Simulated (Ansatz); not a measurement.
Given this structure:

```xyz
4
Lattice="3.6781 0.0000 0.0000 -1.8390 3.1853 0.0000 0.0000 0.0000 6.5859" Properties=species:S:1:pos:R:3 pbc="T T T"
Si    0.0000    2.1235    0.4150
Si    1.8390    1.0618    3.7079
Si    0.0000    2.1235    2.8780
Si    1.8390    1.0618    6.1710
```

Q: What does this file describe?

A: The element is silicon. Its lattice is primitive hexagonal, its space group P6_3/mmc (No. 194). The cell holds four atoms. About every Si there are four Si in a distorted tetrahedral arrangement at 2.28 to 2.46 Å. The bonds build a three-dimensional framework.

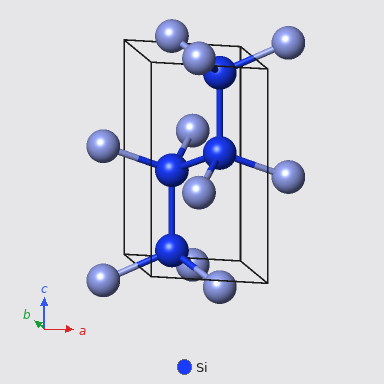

Shown here is a ball-and-stick view of the crystal, taken slightly off an axis. The outline marks the conventional unit cell. Outside the box, the atoms bonded to those within are drawn, in fainter colours.

It goes back to a structure listed in the Materials Project. The cell was then strained or its atoms displaced on purpose. A calculation with Ansatz used it as input.

At this level of theory the cell isn't at rest (compressed, at 5 GPa and forces up to 0.8 eV/Å), so its distances can differ from those at equilibrium, the more so the softer the solid.
